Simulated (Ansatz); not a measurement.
System: SiO2.

Input file:

```
crystal:
  lattice:
    - [-3.5951982869, 3.5951982869, 6.0626238898]
    - [3.5951982869, -3.5951982869, 6.0626238898]
    - [3.5951982869, 3.5951982869, -6.0626238898]
  atoms:
    - { symbol: Si, position: [0.0, 0.0, 0.0] }
    - { symbol: Si, position: [0.7878415122, 0.9937289942, 0.2058874819] }
    - { symbol: Si, position: [0.0062710058, 0.2121584878, 0.7941125181] }
    - { symbol: Si, position: [0.4180459697, 0.2121584878, 0.2058874819] }
    - { symbol: Si, position: [0.7878415122, 0.5819540303, 0.7941125181] }
    - { symbol: O, position: [0.2607671545, 0.0790064752, 0.1817606793] }
    - { symbol: O, position: [0.9209935248, 0.1027542041, 0.1817606793] }
    - { symbol: O, position: [0.9209935248, 0.7392328455, 0.8182393207] }
    - { symbol: O, position: [0.8972457959, 0.0790064752, 0.8182393207] }
    - { symbol: O, position: [0.7335628256, 0.7335628256, 0.0] }
    - { symbol: O, position: [0.2664371744, 0.2664371744, 0.0] }
    - { symbol: O, position: [0.5665608491, 0.0665608491, 0.1331216983] }
    - { symbol: O, position: [0.9334391509, 0.0665608491, 0.5] }
    - { symbol: O, position: [0.5665608491, 0.4334391509, 0.5] }
    - { symbol: O, position: [0.9334391509, 0.4334391509, 0.8668783017] }
kpoints:
  mp_grid: { grid: [4, 4, 4] }
  band_path:
    path:
      - [0.0, 0.0, 0.0]
      - [0.0, 0.0, 0.5]
      - [0.25, 0.25, 0.25]
      - [0.0, 0.5, 0.0]
      - [0.5, 0.5, -0.5]
      - [0.3379152979, 0.6620847021, -0.3379152979]
      - [-0.3379152979, 0.3379152979, 0.3379152979]
      - [-0.1758305957, 0.1758305957, 0.5]
      - [0.5, 0.5, -0.1758305957]
    npoints: 1
hamiltonian:
  xc: pbe0
scf:
  occupations: { method: fixed }
  n_extra_bands: 7
output:
  forces: true
  stress: true
  eigenvalues: true
  write_density: true
  write_potential: true
  elf: true
  volumetric_format: npy
```

Below, planes, directions and counts refer to the conventional cell (a = 7.19 Å, b = 7.19 Å, c = 12.13 Å, α = 90.00°, β = 90.00°, γ = 90.00°).

Space group I-4m2; a structure from a database of computed crystals, not necessarily the ambient phase; started from the database structure prototype, which need not be the ambient phase.

These are results of DFT, PBE0, plane waves, PAW (Ansatz), not measurements.

Question: Predict the valence pseudo-density and electron localisation function between the atoms.

Answer: Si–O (1.62 Å): the density is about 1.3 e/Å³ at the midpoint; the ELF peaks at about 0.85 between the atoms (a polar covalent bond).

Question: Does the calculation give a band gap?

Answer: It is gapped, with a Kohn–Sham gap of 8.2 eV on the k-point mesh (the band edges may lie off the mesh, which would make the gap smaller).

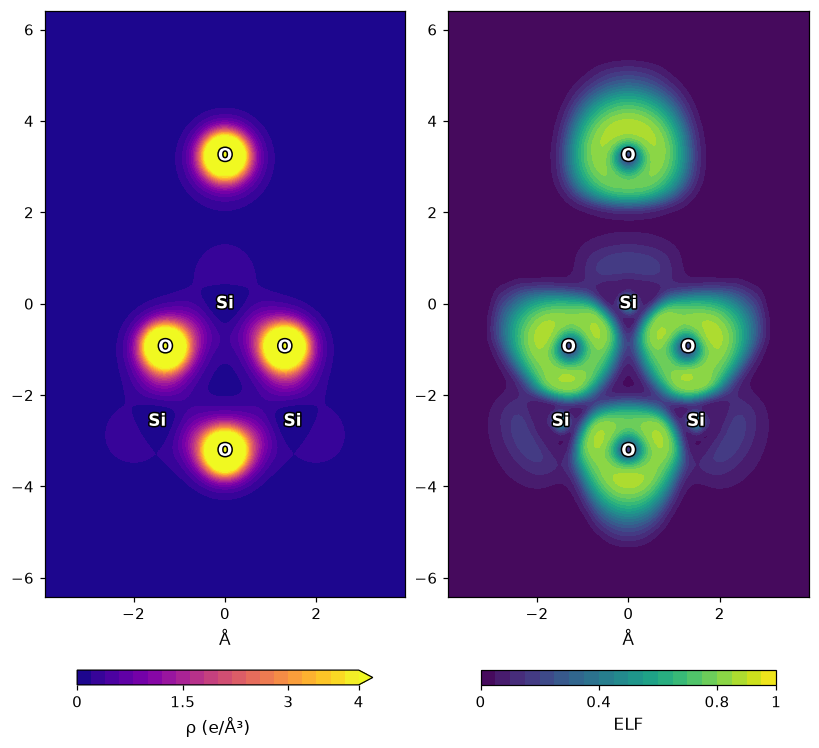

Computed valence pseudo-density and electron localisation function on the (010) plane of the conventional cell, in this order. 
